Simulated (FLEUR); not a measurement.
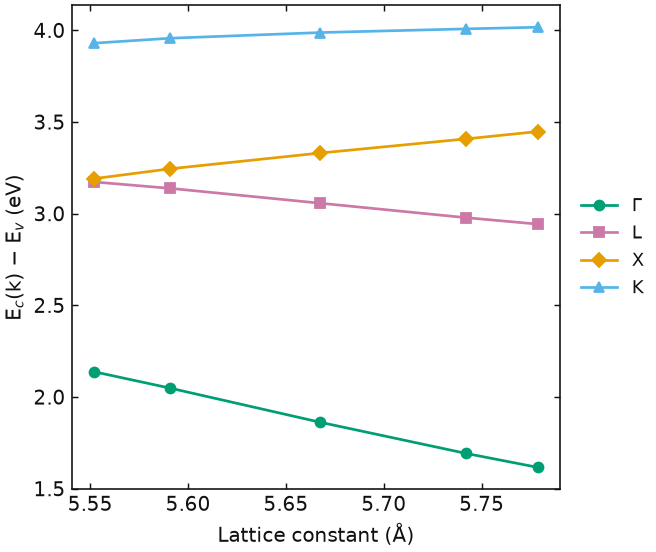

Lowest conduction level at each named k point, counted from the valence-band top at Γ.

System: zincblende ZnSe, space group F-43m, 2 atoms in the primitive cell. The cell is scaled uniformly. Level of theory: r2SCAN, all-electron, no spin polarisation, no spin-orbit coupling, 8×8×8 k mesh, Fermi-Dirac smearing of 0.05 eV; code FLEUR MaX-R8.1 (later development tree).

How does each level move from a = 5.552 Å to a = 5.779 Å?

Answer. Γ falls by 0.52 eV, L falls by 0.23 eV, X rises by 0.26 eV and K rises by 0.09 eV.

What are the deformation potentials dE/d ln V?

Answer. Straight lines against ln V have slopes of −4.4 eV at Γ, −1.9 eV at L, +2.1 eV at X and +0.7 eV at K.

Which of these conduction levels is lowest, and does that change?

Answer. The lowest is the one at Γ, over the whole range, so among these points the gap stays direct.

The values:
```csv
cell,Γ (eV),L (eV),X (eV),K (eV)
a = 5.552 Å,2.14,3.17,3.19,3.93
a = 5.591 Å,2.05,3.14,3.25,3.96
a = 5.668 Å,1.86,3.06,3.33,3.99
a = 5.742 Å,1.69,2.98,3.41,4.01
a = 5.779 Å,1.62,2.94,3.45,4.02
```

The meta-GGA is that of a development version, with a GGA for the radial functions and cores and without core tails. Spin-orbit coupling is left out, which matters for Se. LDA, GGA and most meta-GGA functionals understate gaps.
